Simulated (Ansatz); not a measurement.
# Geometry relaxation, with input and output: Li8Nb7O24 (part 2 of 3)

The same run, continued: Li8Nb7O24 (defect cell, 39 atoms in the cell); DFT PBE, scalar-relativistic, plane waves, PAW, spin-polarised (Ansatz 0.2.0); cutoff 420 eV, 3×3×3 k-mesh, Gaussian smearing of 0.05 eV, collinear spins. The structure derives from an entry of the Crystallography Open Database. The run did not end well. The run did not end well; see the last part.

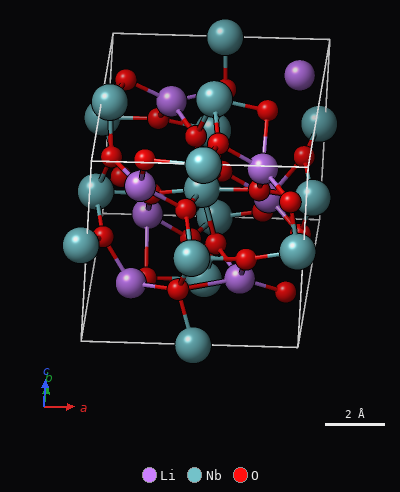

The geometry at step 19 of the log (ball-and-stick view of the cell of the calculation, seen at an oblique angle).

## The program's output, continued
```
relax step   8: F+E_penalty+E_count = -47147.02588237 eV  Δ(F+E_penalty+E_count) = -2.386e-2 eV  max|allowed force component| = 3.118e-1 eV/Å  Δτ_max = 0.1956 Å  (10 SCF iters, dr2 threshold 4.25e-5 eV, accepted)
SCF 9 converged in 9 iterations: F = -47147.065294 eV  dr2 = 5.32e-5
relax step   9: F+E_penalty+E_count = -47147.06529412 eV  Δ(F+E_penalty+E_count) = -3.941e-2 eV  max|allowed force component| = 2.361e-1 eV/Å  Δτ_max = 0.0454 Å  (9 SCF iters, dr2 threshold 9.72e-5 eV, accepted)
SCF 10 converged in 11 iterations: F = -47147.098793 eV  dr2 = 1.93e-5
relax step  10: F+E_penalty+E_count = -47147.09879315 eV  Δ(F+E_penalty+E_count) = -3.350e-2 eV  max|allowed force component| = 2.792e-1 eV/Å  Δτ_max = 0.2000 Å  (11 SCF iters, dr2 threshold 3.20e-5 eV, accepted)
SCF 11 converged in 7 iterations: F = -47147.124234 eV  dr2 = 3.65e-5
relax step  11: F+E_penalty+E_count = -47147.12423353 eV  Δ(F+E_penalty+E_count) = -2.544e-2 eV  max|allowed force component| = 2.252e-1 eV/Å  Δτ_max = 0.0315 Å  (7 SCF iters, dr2 threshold 4.47e-5 eV, accepted)
SCF 12 converged in 10 iterations: F = -47147.151424 eV  dr2 = 3.54e-6
relax step  12: F+E_penalty+E_count = -47147.15142396 eV  Δ(F+E_penalty+E_count) = -2.719e-2 eV  max|allowed force component| = 2.695e-1 eV/Å  Δτ_max = 0.0732 Å  (10 SCF iters, dr2 threshold 3.30e-5 eV, accepted)
SCF 13 converged in 12 iterations: F = -47147.137109 eV  dr2 = 8.75e-6
relax step  13: F+E_penalty+E_count = -47147.13710877 eV  Δ(F+E_penalty+E_count) = +1.432e-2 eV  max|allowed force component| = 4.465e-1 eV/Å  Δτ_max = 0.1908 Å  (12 SCF iters, dr2 threshold 4.73e-5 eV, rejected (line search))
SCF 14 converged in 14 iterations: F = -47147.195838 eV  dr2 = 3.60e-8
relax step  14: F+E_penalty+E_count = -47147.19583849 eV  Δ(F+E_penalty+E_count) = -4.441e-2 eV  max|allowed force component| = 3.812e-1 eV/Å  Δτ_max = 0.0909 Å  (14 SCF iters, accepted)
SCF 15 converged in 8 iterations: F = -47147.216698 eV  dr2 = 4.27e-5
relax step  15: F+E_penalty+E_count = -47147.21669756 eV  Δ(F+E_penalty+E_count) = -2.086e-2 eV  max|allowed force component| = 2.385e-1 eV/Å  Δτ_max = 0.0969 Å  (8 SCF iters, dr2 threshold 1.00e-4 eV, accepted)
SCF 16 converged in 9 iterations: F = -47147.271400 eV  dr2 = 1.96e-5
relax step  16: F+E_penalty+E_count = -47147.27139956 eV  Δ(F+E_penalty+E_count) = -5.470e-2 eV  max|allowed force component| = 2.798e-1 eV/Å  Δτ_max = 0.1500 Å  (9 SCF iters, dr2 threshold 2.23e-5 eV, accepted)
SCF 17 converged in 7 iterations: F = -47147.297853 eV  dr2 = 9.58e-6
relax step  17: F+E_penalty+E_count = -47147.29785336 eV  Δ(F+E_penalty+E_count) = -2.645e-2 eV  max|allowed force component| = 2.216e-1 eV/Å  Δτ_max = 0.0319 Å  (7 SCF iters, dr2 threshold 3.06e-5 eV, accepted)
SCF 18 converged in 8 iterations: F = -47147.322470 eV  dr2 = 2.90e-6
relax step  18: F+E_penalty+E_count = -47147.32246980 eV  Δ(F+E_penalty+E_count) = -2.462e-2 eV  max|allowed force component| = 2.671e-1 eV/Å  Δτ_max = 0.0872 Å  (8 SCF iters, dr2 threshold 3.08e-5 eV, accepted)
SCF 19 converged in 8 iterations: F = -47147.353580 eV  dr2 = 8.99e-6
relax step  19: F+E_penalty+E_count = -47147.35357983 eV  Δ(F+E_penalty+E_count) = -3.111e-2 eV  max|allowed force component| = 1.875e-1 eV/Å  Δτ_max = 0.0939 Å  (8 SCF iters, dr2 threshold 4.48e-5 eV, accepted)
SCF 20 converged in 8 iterations: F = -47147.409242 eV  dr2 = 6.52e-6
relax step  20: F+E_penalty+E_count = -47147.40924204 eV  Δ(F+E_penalty+E_count) = -5.566e-2 eV  max|allowed force component| = 2.935e-1 eV/Å  Δτ_max = 0.1955 Å  (8 SCF iters, dr2 threshold 1.73e-5 eV, accepted)
SCF 21 converged in 7 iterations: F = -47147.484064 eV  dr2 = 4.18e-5
relax step  21: F+E_penalty+E_count = -47147.48406433 eV  Δ(F+E_penalty+E_count) = -7.482e-2 eV  max|allowed force component| = 4.060e-1 eV/Å  Δτ_max = 0.1974 Å  (7 SCF iters, dr2 threshold 4.24e-5 eV, accepted)
SCF 22 converged in 7 iterations: F = -47147.581801 eV  dr2 = 3.72e-5
relax step  22: F+E_penalty+E_count = -47147.58180105 eV  Δ(F+E_penalty+E_count) = -9.774e-2 eV  max|allowed force component| = 4.999e-1 eV/Å  Δτ_max = 0.1944 Å  (7 SCF iters, dr2 threshold 1.00e-4 eV, accepted)
SCF 23 converged in 7 iterations: F = -47147.690226 eV  dr2 = 3.03e-5
relax step  23: F+E_penalty+E_count = -47147.69022562 eV  Δ(F+E_penalty+E_count) = -1.084e-1 eV  max|allowed force component| = 5.440e-1 eV/Å  Δτ_max = 0.1942 Å  (7 SCF iters, dr2 threshold 1.00e-4 eV, accepted)
SCF 24 converged in 7 iterations: F = -47147.807188 eV  dr2 = 4.21e-5
relax step  24: F+E_penalty+E_count = -47147.80718770 eV  Δ(F+E_penalty+E_count) = -1.170e-1 eV  max|allowed force component| = 4.947e-1 eV/Å  Δτ_max = 0.1946 Å  (7 SCF iters, dr2 threshold 1.00e-4 eV, accepted)
SCF 25 converged in 7 iterations: F = -47147.937740 eV  dr2 = 4.71e-5
relax step  25: F+E_penalty+E_count = -47147.93773954 eV  Δ(F+E_penalty+E_count) = -1.306e-1 eV  max|allowed force component| = 3.631e-1 eV/Å  Δτ_max = 0.1950 Å  (7 SCF iters, dr2 threshold 1.00e-4 eV, accepted)
SCF 26 converged in 7 iterations: F = -47148.007124 eV  dr2 = 4.10e-5
relax step  26: F+E_penalty+E_count = -47148.00712425 eV  Δ(F+E_penalty+E_count) = -6.938e-2 eV  max|allowed force component| = 3.164e-1 eV/Å  Δτ_max = 0.1930 Å  (7 SCF iters, dr2 threshold 7.10e-5 eV, accepted)
SCF 27 converged in 7 iterations: F = -47148.017125 eV  dr2 = 4.18e-5
relax step  27: F+E_penalty+E_count = -47148.01712474 eV  Δ(F+E_penalty+E_count) = -1.000e-2 eV  max|allowed force component| = 3.514e-1 eV/Å  Δτ_max = 0.1385 Å  (7 SCF iters, dr2 threshold 5.39e-5 eV, accepted)
SCF 28 converged in 9 iterations: F = -47147.936943 eV  dr2 = 8.74e-6
relax step  28: F+E_penalty+E_count = -47147.93694259 eV  Δ(F+E_penalty+E_count) = +8.018e-2 eV  max|allowed force component| = 4.035e-1 eV/Å  Δτ_max = 0.2000 Å  (9 SCF iters, dr2 threshold 9.38e-5 eV, rejected (line search))
SCF 29 converged in 12 iterations: F = -47148.049021 eV  dr2 = 7.82e-8
relax step  29: F+E_penalty+E_count = -47148.04902091 eV  Δ(F+E_penalty+E_count) = -3.190e-2 eV  max|allowed force component| = 1.061e-1 eV/Å  Δτ_max = 0.0737 Å  (12 SCF iters, accepted)
SCF iter   1: F=—  HF=-47148.054032 eV  |F-HF|=—  |Δ(HF+E_count)|=         —  Δρ=1.06e-3 (↑6.41e-4 ↓1.06e-3)  dr2=4.74e-3  dr2_m=1.14e-3  M=5.000 μB ∫|m|=5.393 μB  β_m=0.65  ethr=1.38e-5  ⟨swp⟩=2.1  Hψ=8592  notcnv=0  defer=978
preconditioner: auto → Resta (q_TF=auto, 2.526 Å⁻¹)  ε∞=5.5  [insulator: Δε(μ)=0.368 eV  Ē_g=11.860 eV  σ=0.050 eV  W_gap=1.00  n_scr=98 (ndim 8)  ℏωp=25.0 eV  f_vac=0.027  D(μ)=0.00/eV (n_scr^D=0)  ε∞_Penn≈5.5]
spin=Collinear: Resta preconditioning applied to the charge; magnetization (m = ρ↑ − ρ↓) channel mixes plain (no charge-response kernel on spin).
SCF iter   2: F=—  HF=-47148.053232 eV  |F-HF|=—  |Δ(HF+E_count)|=   8.00e-4  Δρ=4.32e-4 (↑3.16e-4 ↓4.32e-4)  dr2=1.12e-3  dr2_m=1.98e-4  M=5.000 μB ∫|m|=5.392 μB  β_m=0.56  ethr=1.83e-6  ⟨swp⟩=2.1  Hψ=7166  notcnv=0  defer=977
SCF iter   3: F=—  HF=-47148.053307 eV  |F-HF|=—  |Δ(HF+E_count)|=   7.52e-5  Δρ=2.41e-4 (↑1.65e-4 ↓2.41e-4)  dr2=3.68e-4  dr2_m=5.76e-5  M=5.000 μB ∫|m|=5.392 μB  β_m=0.63  ethr=4.31e-7  ⟨swp⟩=2.0  Hψ=7065  notcnv=0  defer=977
SCF iter   4: F=—  HF=-47148.053337 eV  |F-HF|=—  |Δ(HF+E_count)|=   2.99e-5  Δρ=6.17e-5 (↑4.71e-5 ↓6.17e-5)  dr2=3.57e-5  dr2_m=3.58e-6  M=5.000 μB ∫|m|=5.392 μB  β_m=0.70  ethr=1.42e-7  ⟨swp⟩=2.0  Hψ=7218  notcnv=0  defer=977
SCF iter   5: F=—  HF=-47148.053339 eV  |F-HF|=—  |Δ(HF+E_count)|=   1.61e-6  Δρ=2.80e-5 (↑2.33e-5 ↓2.80e-5)  dr2=8.64e-6  dr2_m=4.21e-7  M=5.000 μB ∫|m|=5.391 μB  β_m=0.73  ethr=1.38e-8  ⟨swp⟩=2.0  Hψ=7204  notcnv=0  defer=977
SCF iter   6: F=—  HF=-47148.053339 eV  |F-HF|=—  |Δ(HF+E_count)|=   6.61e-7  Δρ=1.55e-5 (↑1.34e-5 ↓1.55e-5)  dr2=3.11e-6  dr2_m=7.61e-8  M=5.000 μB ∫|m|=5.391 μB  β_m=0.68  ethr=3.34e-9  ⟨swp⟩=2.0  Hψ=7331  notcnv=0  defer=977
SCF iter   7: F=—  HF=-47148.053339 eV  |F-HF|=—  |Δ(HF+E_count)|=   9.38e-8  Δρ=4.74e-6 (↑3.70e-6 ↓4.74e-6)  dr2=2.26e-7  dr2_m=2.31e-8  M=5.000 μB ∫|m|=5.391 μB  β_m=0.81  ethr=1.20e-9  ⟨swp⟩=2.0  Hψ=6832  notcnv=0  defer=977
SCF iter   8: F=—  HF=-47148.053340 eV  |F-HF|=—  |Δ(HF+E_count)|=   1.46e-7  Δρ=2.80e-6 (↑2.06e-6 ↓2.80e-6)  dr2=9.02e-8  dr2_m=4.19e-9  M=5.000 μB ∫|m|=5.391 μB  β_m=0.83  ethr=8.73e-11  ⟨swp⟩=2.0  Hψ=8050  notcnv=0  defer=977
SCF iter   9: F=-47148.053340 eV  HF=-47148.053340 eV  |F-HF|=5.16e-8  |Δ(HF+E_count)|=   2.00e-8  Δρ=2.52e-6 (↑1.69e-6 ↓2.52e-6)  dr2=6.45e-8  dr2_m=2.38e-9  M=5.000 μB ∫|m|=5.391 μB  ethr=3.48e-11  ⟨swp⟩=1.2  Hψ=12206  notcnv=0
SCF 30 converged in 9 iterations: F = -47148.053340 eV  dr2 = 6.45e-8
relax step  30: F+E_penalty+E_count = -47148.05333951 eV  Δ(F+E_penalty+E_count) = -4.319e-3 eV  max|allowed force component| = 7.079e-2 eV/Å  Δτ_max = 0.0167 Å  (9 SCF iters, accepted)
```

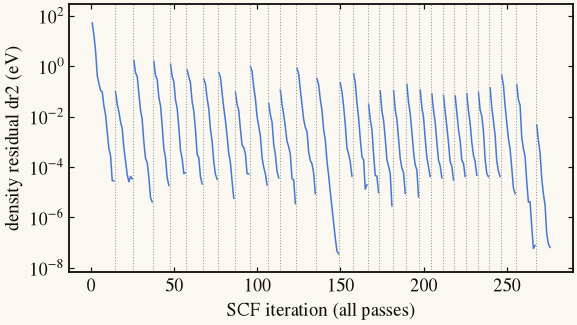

Convergence of the self-consistent field: density residual dr2 against the SCF iteration. The dotted lines part the SCF passes of the relaxation: geometry steps, rejected trials and re-solves on a re-selected basis. The 30 passes take 7 to 14 iterations each, 276 in all.

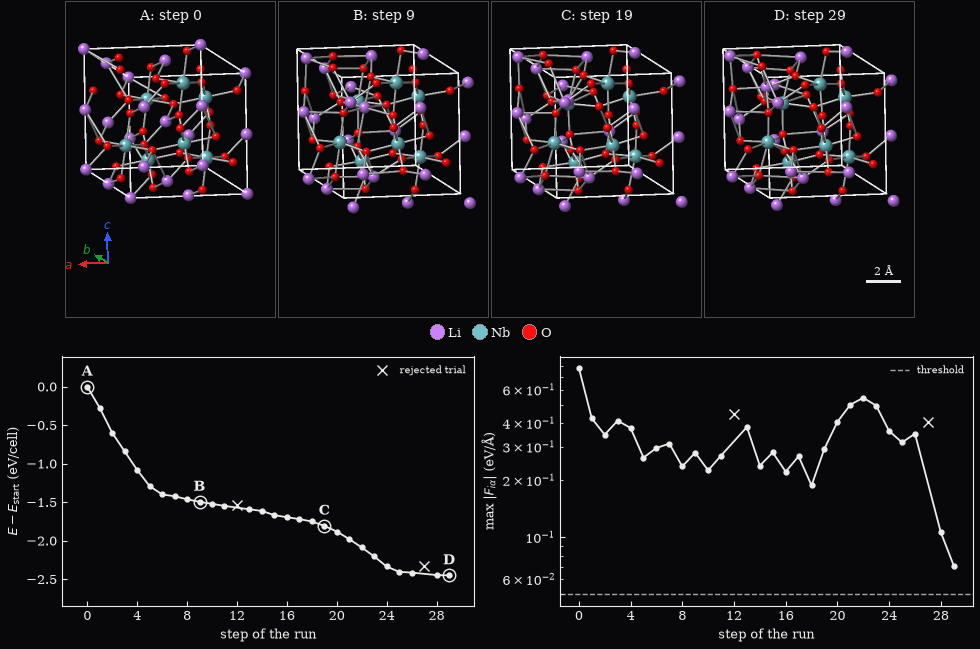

Frames of the relaxation (ball-and-stick view of the cell of the calculation (origin shifted), seen at an oblique angle) above the curves, on which the letters mark them (the first geometry is step 0 here and step 1 in the log).

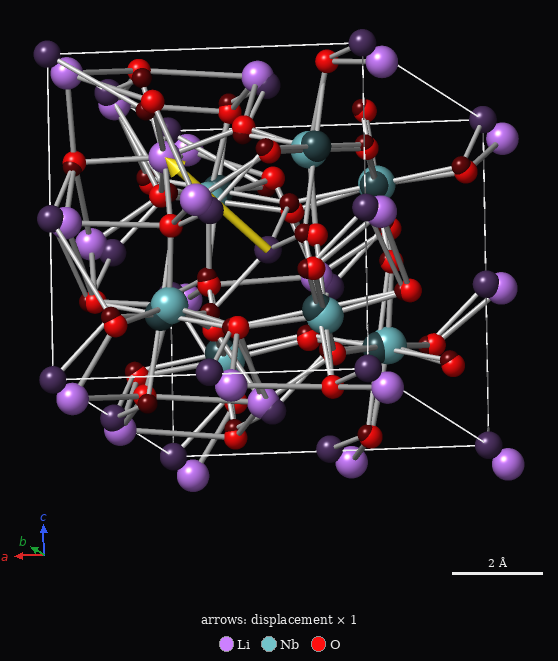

Start (faint) and end (solid) with the displacements as yellow arrows, at true length (ball-and-stick view of the cell of the calculation (origin shifted), seen at an oblique angle). The relaxation stopped without meeting its thresholds, so the last structure isn't shown to be converged. Over 29 geometry steps the energy falls by 2.450 eV per cell of the calculation. Largest force component: 0.78 eV/Å at the start, 0.071 eV/Å at the end. The line search rejected the trial steps at points 12, 27 (counted from 0) and went back. Li8 moves most: 3.18 Å. Largest moves by element: Li 3.18 Å, O 0.41 Å, Nb 0.36 Å. The cell stays as it was. Among the contacts that change: Li8–O22 4.794 → 2.024 Å, Li8–O17 4.778 → 2.329 Å, Li8–O24 4.821 → 2.445 Å, Li8–O27 1.923 → 4.089 Å. New bonds form: Li2–O27 (2.76 → 2.12 Å), Li3–O23 (2.78 → 2.09 Å), Li4–O19 (2.80 → 2.07 Å), Li8–O22 (4.79 → 2.02 Å). Bonds break: Li8–O19 (1.92 → 3.95 Å), Li8–O23 (1.92 → 3.97 Å), Li8–O27 (1.92 → 4.09 Å). Among the angles that change: O24–Li1–O32 126.0° → 161.7°, Li5–O24–Nb13 110.4° → 144.1°, O27–Nb14–O36 180.0° → 150.5°. (Atoms are counted from 1 in the order of the input.)

```
Step failed. What follows is not a result of the run: it is the report of the last solve that finished, which converged after 9 SCF iterations.
Magnetization: 5.0000 μB (132.0000 up, 127.0000 down)
Absolute magnetization: 5.3936 μB (∫|ρ↑−ρ↓|, with the PAW one-centre terms)
Spin contamination: 0.0267 ħ² per cell (⟨S²⟩ above its minimum at these occupations)
Per-site moments (μB) at R_I (Å): [(0.00014442176543812734, 0.795985053294858), (0.000377352671559061, 0.7885133683781508), (-0.00010296490722263004, 0.7929475865370008), (0.0003277982035929389, 0.786024045264095), (-0.0010349680950060322, 0.7755552532634648), (-0.0008396831520262497, 0.7666437882757681), (0.0008236778534997032, 0.8026176081167518), (-3.317883328647799e-5, 0.7811923252122455), (-0.0027252009575229113, 0.7731494113042846), (-0.00401924192548647, 0.7718163533665343), (-0.007697038625437094, 0.7879876756570035), (-0.007346351027584107, 0.7515794382741848), (-0.012014011757387493, 0.7450037698844679), (-0.013029186108604573, 0.7451892579419853), (-0.0017098156985392696, 0.7720018573492422), (0.010173780114321428, 0.7731494113042846), (0.9287866577354618, 0.7666437882757681), (0.015389657002274506, 0.7990256800777142), (0.0887154763885284, 0.791668084906654), (0.013641367531178691, 0.7755552532634648), (0.012697585548763471, 0.7801767627125485), (0.7821312076178518, 0.8026176081167518), (0.29591819750281184, 0.8212278656204635), (0.962383971638073, 0.7848937054283082), (0.036967419894689595, 0.7754274883589236), (0.011355079017308528, 0.7720018573492422), (0.2695469607256442, 0.8181861921515892), (0.04421769946169796, 0.8011556035956554), (0.055345993666561004, 0.7515794382741848), (0.03086095609546361, 0.7879876756570035), (0.24886634795709736, 0.823140808375173), (0.043247292477011166, 0.7954344056914607), (0.32445008014851645, 0.8067934397148973), (0.05130918044558404, 0.7451892579419853), (0.020708102762814325, 0.7812996413987406), (0.047323421117122545, 0.7972016263474241), (0.012899710352562878, 0.7718163533665343), (0.05902043882214397, 0.8083080288312594), (0.09708332224134346, 0.7450037698844679)]
Free energy (F): -47148.053340 eV
Harris-Foulkes:  -47148.053340 eV  (|F-HF|=5.16e-8)
Internal energy: -47148.053340 eV  (E = F + TS)
E sigma→0 (E₀):  -47148.053340 eV
Fermi energy:    6.976426 eV
--- Per-component energies (eV) ---
  E_band       = -2042.404779
  E_kinetic    = 7152.074530
  E_local      = -16693.208283  (includes V_loc(G=0)·N_el)
  E_nonlocal   = 1691.950462
  E_hartree    = 5686.208685
  E_xc         = -3092.933794
  E_vxc        = -3869.103046  (∫ρ·V_xc dr)
  E_paw        = -25463.414452  (= ΣΔE_a)
  E_vpaw       = -1696.593429  (= ΣTr[D̂ρ^β])
  E_aug_tail   = 0.058466  (compensation charges beyond the density's cutoff)
  E_ewald      = -16428.788955
  E_smearing   = -0.000000  (= −TS)
  E_closure    = -0.000000  (closes the sum)
  Σ components = -47148.053340   (vs F -47148.053340, Δ=0.00e0)
```
